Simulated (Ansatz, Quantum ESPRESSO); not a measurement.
# 1T-PtSe2, 1 layer, rectangular cell: the energy at a withheld member of a series

How the rows were computed: Quantum ESPRESSO 7.5, PBE, GBRV ultrasoft. Cell and atoms are first relaxed; each strained cell is then held, the other axis too, and the atoms relax in it. A periodic run with 15 Å of vacuum in the starting cell gives the vacuum levels, and bands follow along a path. The series steps strain along the first axis. Energies count from the lowest.

| strain along the first axis | energy (eV) |
| --- | --- |
| -4 % | 0.0909 |
| -3 % | 0.0512 |
| -2 % | 0.0229 |
| -1 % | 0.0059 |
| 0 % | 0.0000 |
| 1 % | 0.0051 |
| 2 % | 0.0210 |
| 3 % | 0.0474 |

One more run was made and is withheld. What is the energy at 4 %?

**Worked estimate.** The rows at 2 % and 3 % give a slope of (0.0474 − (0.0210))/(3 − (2)) = 0.0264, so a straight line gives 0.0738 eV. A parabola through these and the row at 1 % gives 0.0843 eV.

**Check.** 0.0842 eV. The line misses by −0.0104 and the parabola by +0.0001 eV. The parabola does better.

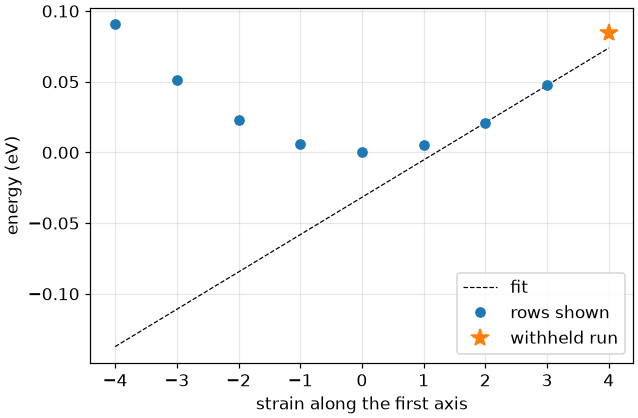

The rows shown, the fit and the withheld run.

Caveats: Semilocal gaps are too small; the 1×1 cell can't ripple over many cells under compression as a free sheet would. No spin-orbit coupling.
